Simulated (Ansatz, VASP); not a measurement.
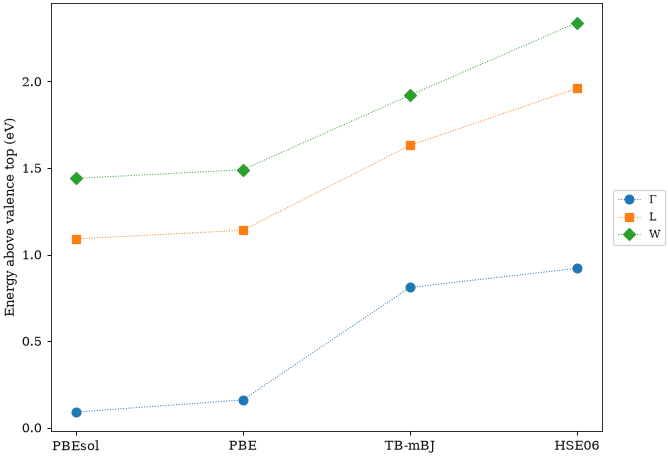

Lowest conduction level at each named k point, counted from the valence-band top at Γ, by several methods on one cell of Cs2SnI6, space group Fm-3m (No. 225), 9 atoms in the primitive cell; cubic a = 11.628 Å. All runs are without spin-orbit coupling and carry no moments.

### How do the methods rank at Γ?

From low to high: PBEsol 0.09, PBE 0.16, TB-mBJ 0.81, HSE06 0.92 eV. Too close to rank are TB-mBJ against HSE06 (different programs, potentials and cutoffs).

### Do the methods agree on which of these conduction levels is lowest?

Yes: all put it at Γ.

```
method  program  Γ (eV)  L (eV)  W (eV)
PBEsol     VASP    0.09    1.09    1.44
   PBE     VASP    0.16    1.14    1.49
TB-mBJ     VASP    0.81    1.63    1.92
 HSE06   Ansatz    0.92    1.96    2.34
```

Settings. PBEsol: VASP PAW PBE potentials, release 64 (Cs_sv, I, Sn_d), 4×4×4 k mesh, 520 eV cutoff, Gaussian smearing of 0.02 eV (VASP 6.6.1). PBE: VASP PAW PBE potentials, release 64 (Cs_sv, I, Sn_d), 4×4×4 k mesh, 520 eV cutoff, Gaussian smearing of 0.02 eV (VASP 6.6.1). TB-mBJ: VASP PAW PBE potentials, release 64 (Cs_sv, I, Sn_d), 4×4×4 k mesh, 520 eV cutoff, Gaussian smearing of 0.02 eV (VASP 6.6.1). HSE06: Ansatz PAW, 4×4×4 k mesh, 420 eV cutoff, Fermi-Dirac smearing of 0.05 eV (Ansatz).

These are four of the 5 methods that were run on this cell. The runs come from different programs, which adds differences of its own. Spin-orbit coupling is left out, which matters for I and Sn. PBEsol, TB-mBJ and HSE06: the PAW data sets were made with another functional. LDA, GGA and most meta-GGA functionals understate gaps. TB-mBJ: this is a model potential built to give gaps, with no total energy.
